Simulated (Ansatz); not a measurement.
# SnTeSe monolayer, Janus under uniaxial strain along a, the zigzag direction, with the width clamped

Wanted: the shifts of the zone-centre modes of SnTeSe monolayer, Janus with strain.

Program: Ansatz 0.2.0. Level of theory: DFT PBE, scalar-relativistic, plane waves, PAW; PAW set soft_1. Results are calculated unless marked as measured.

### 1. Set-up

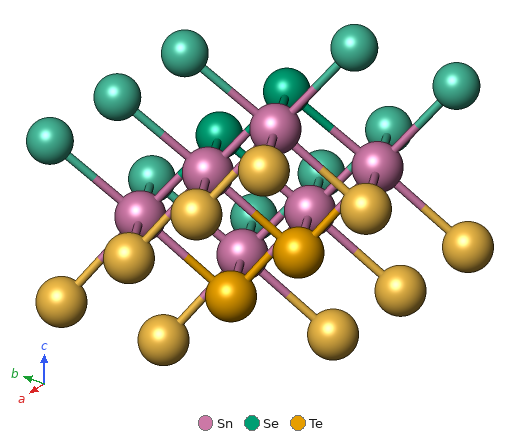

Start, viewed from a free direction; tin pink, selenium teal, tellurium orange. 2×1×1 cells are drawn. Some periodic images of atoms are drawn too.

The cell holds 3 atoms: 1 Sn, 1 Se and 1 Te. Cell: a = 3.800 Å, b = 3.800 Å, c = 30.000 Å, α = 90.0°, β = 90.0°, γ = 120.0°. Vacuum lies along c. The height across the vacuum is the one that the program set for its solve, not the one typed.

### 2. A rough relaxation first

A rough relaxation comes first, because large forces or stress need no tight tolerances yet. The program lengthens the typed cell of 20.0 Å along the normal to 30.0 Å, as its cut-off of the electrostatics needs, and moves no atom.

input.yaml

```yaml
crystal:
  lattice:
    - [3.8, 0.0, 0.0]
    - [-1.9, 3.2909, 0.0]
    - [0.0, 0.0, 20.0]
  atoms:
    - { symbol: Sn, position: [0.0, 0.0, 0.5] }
    - { symbol: Se, position: [0.333333, 0.666667, 0.575] }
    - { symbol: Te, position: [0.666667, 0.333333, 0.42] }
  periodic: [true, true, false]
kpoints:
  mp_grid: { grid: [6, 6, 1] }
hamiltonian:
  xc: pbe
  pseudopotentials: { kind: paw, azcp: { folder: soft_1 } }
scf:
  occupations: { method: gaussian, width: 0.1 }
output:
  forces: true
  stress: true
  eigenvalues: true
relax:
  adjacent_minimum: "off"
  f_tol: 0.05
  max_steps: 80
  cell: { stress_2d_tol: 0.02 }
```

On the command line:

```sh
> ansatz run input.yaml --threads 8 --pin off --max-ram 16384MiB --backend cpu --events-out ev --progress --plain --runs-dir out
```

Numbers of over 12 decimals in the logs are rounded to 6 here.

What it wrote:

```text
[...]
F+E_penalty+E_count = -18473.95529818 eV   max|allowed force component| = 9.252e-3 eV/Å   (the final SCF, on the basis selected at the relaxed cell)
  cell:  # Å, volume = 411.3215 Å³
    - [3.978916, 0.0, 0]
    - [-1.989458, 3.445842, 0]
    - [0, 0, 30.0]
  atoms:
    - { symbol: Sn, position: [2.4277589190853925e-18, 0, 0.335732] }
    - { symbol: Se, position: [0.333333, 0.666667, 0.387651] }
    - { symbol: Te, position: [0.666667, 0.333333, 0.273284] }
[key lines of the parts left out:]
SCF converged after 9 iterations
Free energy (F): -18473.955298 eV
Fermi energy:    -5.211949 eV
P = ½ c Tr σ = -0.0092 N/m
```

It took 9.4 s on 8 threads of AMD EPYC 7B13 (Zen 3), shared host; peak memory 0.93 GiB.

Relaxation path:

```tsv
step	energy less that of the first step (eV)	largest force component (eV/Å)	volume (Å³)
1	0.0000	2.9974	375.16
2	-0.5845	0.5106	382.40
3	-0.6702	0.3523	402.19
4	-0.6490	0.7331	409.15
5	-0.6863	0.0559	410.33
6	-0.6865	0.0093	411.32
7*	-0.6872	0.0093	411.32
```

Relaxation steps marked * repeat the geometry before them on a plane-wave basis chosen anew for their cell, so energy and pressure can jump there. Relaxation step 4 was tried and not accepted.

The run keeps the 6 symmetry operations that it works with, so distortions that break them were not tested.

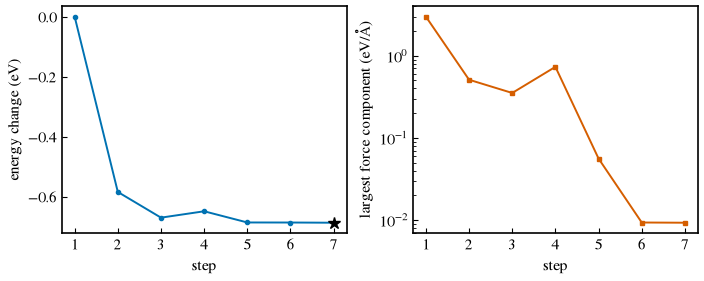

Energy and largest force along the relaxation. Stars mark steps on a basis chosen anew.

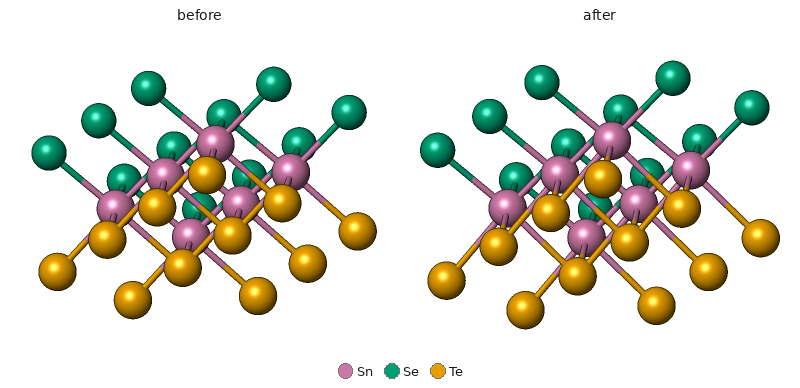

The structure before and after the relaxation, drawn at the same scale.

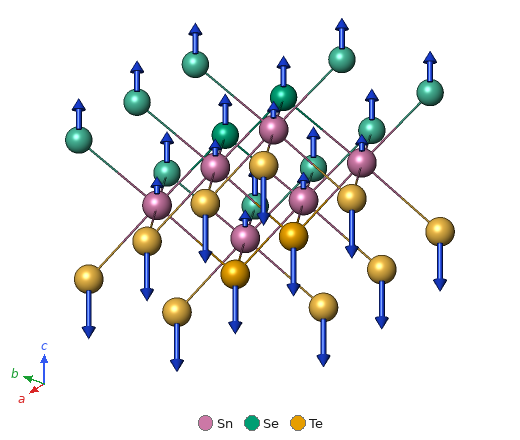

Displacements in the relaxation, exaggerated, measured against the changing cell; the longest in the cell stands for 0.20 Å. 2×1×1 cells are drawn. Some periodic images of atoms are drawn too.

```tsv
cell as run	before	after	change
a (Å)	3.800	3.979	+4.7 %
b (Å)	3.800	3.979	+4.7 %
```

The atoms that moved most (Å, along periodic axes as changes of fractional coordinates times the final cell, across vacuum about the mean position):

```tsv
atom	dx	dy	dz	length
Te3	0.000	0.000	-0.201	0.201
Se2	0.000	0.000	0.130	0.130
Sn1	0.000	0.000	0.072	0.072
```

The relaxed structure:

```
Sn Se Te
1.0
     3.97892    0.00000    0.00000
    -1.98946    3.44584    0.00000
     0.00000    0.00000   30.00000
Sn Se Te
1 1 1
Direct
  0.00000 0.00000 0.33573
  0.33333 0.66667 0.38765
  0.66667 0.33333 0.27328
```

This step gave:

```
gap on the k-mesh : 0 eV
area per atom     : 4.57 Å²
```

The relaxation ends with a largest force component of 0.0093 eV/Å.

### 3. Bringing the structure to rest

Harmonic phonons are second derivatives at a point where the forces vanish, and they are wanted at zero stress, so atoms and cell are relaxed first.

input.yaml

```yaml
crystal:
  lattice:
    - [3.9789159145, 0.0, 0.0]
    - [-1.9894579572, 3.4458422614, 0.0]
    - [0.0, 0.0, 30.0]
  atoms:
    - { symbol: Sn, position: [0.0, 0.0, 0.3357321029] }
    - { symbol: Se, position: [0.3333333333, 0.6666666667, 0.3876506041] }
    - { symbol: Te, position: [0.6666666667, 0.3333333333, 0.2732839597] }
  periodic: [true, true, false]
kpoints:
  mp_grid: { grid: [12, 12, 1] }
hamiltonian:
  xc: pbe
  pseudopotentials: { kind: paw, azcp: { folder: soft_1 } }
scf:
  occupations: { method: gaussian, width: 0.1 }
output:
  forces: true
  stress: true
  eigenvalues: true
  write_density: true
  write_potential: true
  elf: true
  volumetric_format: npy
relax:
  adjacent_minimum: "off"
  f_tol: 0.005
  max_steps: 80
  cell: { stress_2d_tol: 0.02 }
```

What it wrote:

```text
[...]
Crystal: 3 atoms, lattice volume = 411.321 Å³
Basis set: ecut = 420 eV, 8117 PW (Γ), exchange–correlation on 54×54×432 points (8 copies of the dense FFT grid, shifted against one another)
Bands: 28, of which v1, the nominal top of the filled ones, is band 23 counted from 1 (22 counted from 0)
Symmetry: 6 space group operations
[...]
k-points: 19 of 144 (time reversal used)
[...]
SCF iter  10: F=-18473.957440 eV  HF=-18473.957440 eV  |F-HF|=4.68e-9  |Δ(HF+E_count)|=   3.31e-8  Δρ=2.05e-7  dr2=1.39e-10  ethr=4.41e-12  ⟨swp⟩=9.8  Hψ=3780  notcnv=0
SCF 1 converged in 10 iterations: F = -18473.957440 eV  dr2 = 1.39e-10
[...]
relax step   1: F+E_penalty+E_count = -18473.95744007 eV  Δ(F+E_penalty+E_count) = +0.000e0 eV  max|allowed force component| = 1.361e-1 eV/Å  Δτ_max = 0.0000 Å  P = +0.028 N/m  Ω = 411.321 Å³  fix = [c, alpha, beta]  reactions: c +0.000 N/m  (10 SCF iters, dr2 threshold 1.00e-7 eV, accepted)
Crystal: 3 atoms, lattice volume = 412.837 Å³
Basis set: ecut = 420 eV, 8153 PW (Γ), exchange–correlation on 54×54×432 points (8 copies of the dense FFT grid, shifted against one another)
[...]
SCF iter   6: F=-18473.958973 eV  HF=-18473.958973 eV  |F-HF|=5.06e-8  |Δ(HF+E_count)|=   1.61e-7  Δρ=1.91e-6  dr2=1.99e-8  ethr=6.52e-10  ⟨swp⟩=15.1  Hψ=4740  notcnv=0
SCF 2 converged in 6 iterations: F = -18473.958973 eV  dr2 = 1.99e-8
relax step   2: F+E_penalty+E_count = -18473.95897274 eV  Δ(F+E_penalty+E_count) = -1.533e-3 eV  max|allowed force component| = 4.689e-2 eV/Å  Δτ_max = 0.0238 Å  P = +0.131 N/m  Ω = 412.837 Å³  energy of the carried Pulay correction = -2.990e-5 eV  fix = [c, alpha, beta]  reactions: c +0.000 N/m  (6 SCF iters, dr2 threshold 3.00e-7 eV, accepted)
Crystal: 3 atoms, lattice volume = 413.313 Å³
Basis set: ecut = 420 eV, 8177 PW (Γ), exchange–correlation on 54×54×432 points (8 copies of the dense FFT grid, shifted against one another)
[...]
SCF iter   5: F=-18473.959135 eV  HF=-18473.959135 eV  |F-HF|=8.88e-9  |Δ(HF+E_count)|=   6.20e-8  Δρ=1.22e-6  dr2=7.47e-9  ethr=2.99e-10  ⟨swp⟩=19.2  Hψ=5118  notcnv=0
SCF 3 converged in 5 iterations: F = -18473.959135 eV  dr2 = 7.47e-9
relax step   3: F+E_penalty+E_count = -18473.95913496 eV  Δ(F+E_penalty+E_count) = -1.622e-4 eV  max|allowed force component| = 3.677e-2 eV/Å  Δτ_max = 0.0068 Å  P = +0.000 N/m  Ω = 413.313 Å³  energy of the carried Pulay correction = -3.926e-5 eV  fix = [c, alpha, beta]  reactions: c +0.000 N/m  (5 SCF iters, dr2 threshold 1.37e-7 eV, accepted)
[...]
relax step   4: F+E_penalty+E_count = -18473.95920586 eV  Δ(F+E_penalty+E_count) = -7.090e-5 eV  max|allowed force component| = 1.775e-2 eV/Å  Δτ_max = 0.0051 Å  P = -0.014 N/m  Ω = 413.910 Å³  energy of the carried Pulay correction = -5.099e-5 eV  fix = [c, alpha, beta]  reactions: c -0.000 N/m  (4 SCF iters, dr2 threshold 8.45e-8 eV, accepted)
[...]
relax step   5: F+E_penalty+E_count = -18473.95922957 eV  Δ(F+E_penalty+E_count) = -2.371e-5 eV  max|allowed force component| = 4.484e-5 eV/Å  Δτ_max = 0.0012 Å  P = -0.000 N/m  Ω = 413.690 Å³  energy of the carried Pulay correction = -4.667e-5 eV  fix = [c, alpha, beta]  reactions: c -0.000 N/m  (4 SCF iters, dr2 threshold 1.97e-8 eV, accepted)
[...]
SCF iter   8: F=-18473.959279 eV  HF=-18473.959279 eV  |F-HF|=3.46e-10  |Δ(HF+E_count)|=  1.64e-10  Δρ=3.70e-9  dr2=5.82e-14  ethr=1.00e-12  ⟨swp⟩=7.0  Hψ=2456  notcnv=0
SCF 6 converged in 8 iterations: F = -18473.959279 eV  dr2 = 5.82e-14
relax step   6: F+E_penalty+E_count = -18473.95927895 eV  Δ(F+E_penalty+E_count) = -4.938e-5 eV  max|allowed force component| = 4.172e-5 eV/Å  Δτ_max = 0.0000 Å  P = -0.000 N/m  Ω = 413.690 Å³  fix = [c, alpha, beta]  reactions: c -0.000 N/m  stress off target by 2.28e-4 N/m on what of the cell is left free  SCF on the basis re-selected at this cell (its energy is not comparable with the rows above)  (8 SCF iters)
[...]
SCF converged after 8 iterations
Free energy (F): -18473.959279 eV
[...]
Internal energy: -18473.953062 eV  (E = F + TS)
E sigma→0 (E₀):  -18473.956171 eV
Entropy (-TS):   -0.006217 eV (-2.072 meV/atom)
Fermi energy:    -5.221621 eV
[...]
--- Forces (eV/Å), atoms counted from 1 ---
  atom   1  Sn    -0.00000000     0.00000000     0.00004173
  atom   2  Se    -0.00000000    -0.00000000    -0.00002923
  atom   3  Te     0.00000000     0.00000000    -0.00001248
  max |Σ_I F_I| component: 2.41e-8 eV/Å
--- 2D stress c σ (N/m, compression-positive) ---
       -0.000228       0.000000      -0.000000
        0.000000      -0.000228       0.000000
       -0.000000       0.000000      -0.000000
  P = ½ c Tr σ = -0.0002 N/m
--- Band table (eV; the first three rows and the last of 19) ---
  k-point 0: bands = [... 19 lower, -6.4007, -6.4007, -5.1481, -5.1481, -4.5741, -2.5081, -1.6505, -1.6505, ... 1 higher]
  k-point 1: bands = [... 19 lower, -6.8379, -6.5330, -5.6884, -5.1915, -4.1797, -2.1996, -1.6720 (-1.6720°), -1.5008, ... 1 higher]
  k-point 2: bands = [... 19 lower, -6.8507, -6.8469, -6.5018, -5.3183, -3.9209, -2.2348, -1.1566 (-1.1566°), -1.0134, ... 1 higher]
  k-point 18: bands = [... 19 lower, -9.0015, -8.8064, -6.6600, -6.3929, -4.4681, -1.3222, -0.7850, -0.0758, ... 1 higher]
  ° read free of the cell's end (the report's vacuum.weakly_bound_levels)
--- Relaxed structure (5 steps of the walk, 5 accepted, 1 SCFs on fresh bases) ---
[...]
cell:  # Å, volume = 413.6900 Å³
    - [3.990355, -2.8950501987014847e-11, 0]
    - [-1.995178, 3.455749, 0]
    - [0, 0, 30.0]
  atoms:
    - { symbol: Sn, position: [0, 0, 0.335350] }
    - { symbol: Se, position: [0.333333, 0.666667, 0.387389] }
    - { symbol: Te, position: [0.666667, 0.333333, 0.273928] }
```

Wall time 17 s (8 threads); peak memory 1.2 GiB; 2.1 min of CPU time.

Step by step:

```tsv
step	energy less that of the first step (eV)	largest force component (eV/Å)	volume (Å³)
1	0.0000	0.1361	411.32
2	-0.0015	0.0469	412.84
3	-0.0017	0.0368	413.31
4	-0.0018	0.0177	413.91
5	-0.0018	0.0000	413.69
6*	-0.0018	0.0000	413.69
```

Relaxation steps marked * repeat the geometry before them on a plane-wave basis chosen anew for their cell, so energy and pressure can jump there.

The run keeps the 6 symmetry operations that it works with, so distortions that break them were not tested.

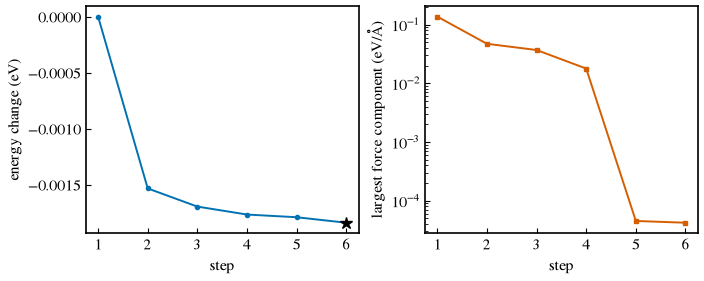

Energy and largest force along the relaxation. Stars mark steps on a basis chosen anew.

```tsv
cell as run	before	after	change
a (Å)	3.979	3.990	+0.3 %
b (Å)	3.979	3.990	+0.3 %
```

The atoms that moved most (Å, along periodic axes as changes of fractional coordinates times the final cell, across vacuum about the mean position):

```tsv
atom	dx	dy	dz	length
Te3	0.000	0.000	0.019	0.019
Sn1	0.000	0.000	-0.011	0.011
Se2	0.000	0.000	-0.008	0.008
```

Final coordinates:

```xyz
3
Lattice="3.9904 0.0000 0.0000 -1.9952 3.4557 0.0000 0.0000 0.0000 30.0000" Properties=species:S:1:pos:R:3
Sn    0.0000    0.0000   10.0605
Se    0.0000    2.3038   11.6217
Te    1.9952    1.1519    8.2178
```

This step gave:

```yaml
area_per_atom: 4.597 Å²
```

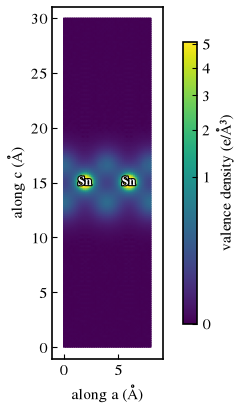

Valence density in the ac plane at fractional y = 0.000, with atoms of Sn within 0.2 Å of it. It is the smooth field of the valence electrons, not physical close to the nuclei. The map starts off the cell's origin, so that atoms lie inside it. The colour scale is stretched toward low values.

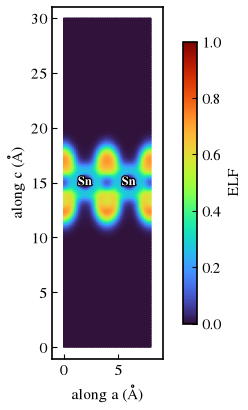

ELF in the ac plane at fractional y = 0.000, with atoms of Sn within 0.2 Å of it. It is the smooth field of the valence electrons, not physical close to the nuclei. The map starts off the cell's origin, so that atoms lie inside it.

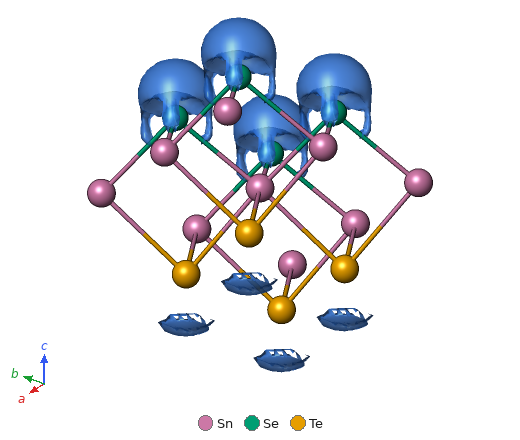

Surface of ELF = 0.79. 2×2×1 cells are drawn.

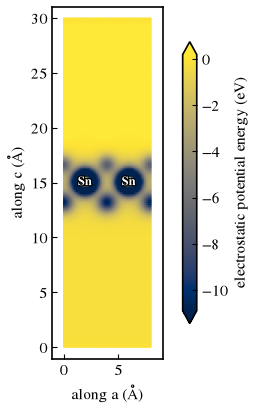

Electrostatic potential energy in the ac plane at fractional y = 0.000, with atoms of Sn within 0.2 Å of it. With pseudopotentials it is smooth inside the atoms' cores, unlike the true potential. The map starts off the cell's origin, so that atoms lie inside it.

The cell grew by 0.3 % in its periodic edges. From the first step to the last the energy fell by 0.002 eV, across changes of basis, and the largest move was 0.019 Å (Te3).

### 4. Tight relaxation

Phonons need small forces and stress, so the relaxation is finished with tight tolerances on 12×12×1 k points.

input.yaml, the sections that differ from step 3:

```yaml
crystal:
  lattice:
    - [3.9903554847, 0.0, 0.0]
    - [-1.9951777423, 3.4557492199, 0.0]
    - [0.0, 0.0, 30.0]
  atoms:
    - { symbol: Sn, position: [0.0, 0.0, 0.335350006] }
    - { symbol: Se, position: [0.3333333333, 0.6666666667, 0.3873888371] }
    - { symbol: Te, position: [0.6666666667, 0.3333333333, 0.2739278235] }
  periodic: [true, true, false]
scf:
  occupations: { method: methfessel_paxton, width: 0.2 }
relax:
  adjacent_minimum: "off"
  f_tol: 0.001
  max_steps: 60
  cell: { stress_2d_tol: 0.002 }
# kpoints, hamiltonian, output: as in step 3
```

What it wrote:

```text
[...]
Crystal: 3 atoms, lattice volume = 413.690 Å³
Basis set: ecut = 420 eV, 8177 PW (Γ), exchange–correlation on 54×54×432 points (8 copies of the dense FFT grid, shifted against one another)
Bands: 28, of which v1, the nominal top of the filled ones, is band 23 counted from 1 (22 counted from 0)
Symmetry: 6 space group operations
[...]
° read free of the cell's end (the report's vacuum.weakly_bound_levels)
--- Relaxed structure (5 steps of the walk, 4 accepted, 1 SCFs on fresh bases) ---
[...]
cell:  # Å, volume = 414.1581 Å³
    - [3.992612, -2.8883834099179974e-11, 0]
    - [-1.996306, 3.457704, 0]
    - [0, 0, 30.0]
  atoms:
    - { symbol: Sn, position: [0, 0, 0.335294] }
    - { symbol: Se, position: [0.333333, 0.666667, 0.387333] }
    - { symbol: Te, position: [0.666667, 0.333333, 0.274040] }
[key lines of the parts left out:]
SCF converged after 9 iterations
Free energy (F): -18473.956830 eV
Fermi energy:    -5.224616 eV
P = ½ c Tr σ = -0.0007 N/m
```

The job ended after 17 s (8 threads; peak memory 1.1 GiB).

Little changed from the start: no atom moved by 0.005 Å and no cell edge by 0.1 %.

Numbers from this step:

| Property | Result |
| --- | --- |
| area per atom | 4.602 Å² |

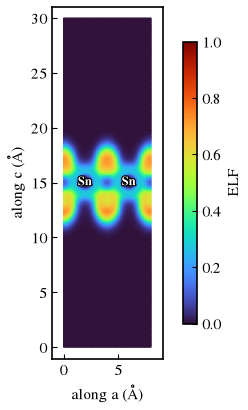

ELF in the ac plane at fractional y = 0.000, with atoms of Sn within 0.2 Å of it. It is the smooth field of the valence electrons, not physical close to the nuclei. The map starts off the cell's origin, so that atoms lie inside it.

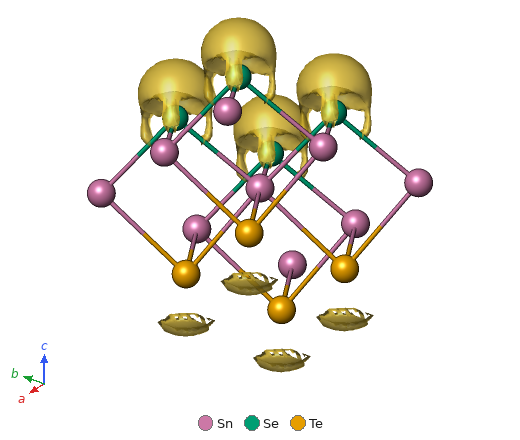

Surface of ELF = 0.79. 2×2×1 cells are drawn.

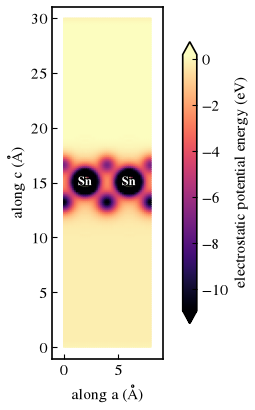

Electrostatic potential energy in the ac plane at fractional y = 0.000, with atoms of Sn within 0.2 Å of it. With pseudopotentials it is smooth inside the atoms' cores, unlike the true potential. The map starts off the cell's origin, so that atoms lie inside it.

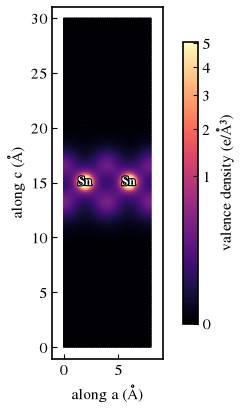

Valence density in the ac plane at fractional y = 0.000, with atoms of Sn within 0.2 Å of it. It is the smooth field of the valence electrons, not physical close to the nuclei. The map starts off the cell's origin, so that atoms lie inside it. The colour scale is stretched toward low values.

The largest force component left is 0.48 meV/Å, within the tolerances set.

(Part 1 of 2 ends here.)

[Logs are printed without paths, hosts, clocks, repeated set-up lines and the standing remarks that a program may print on its own settings, such as how far it seeks lower states.]

[Hosts, paths, dates, database ids (printed as entryN), source tags and the programs' standing remarks are cut or masked in the printed files.]
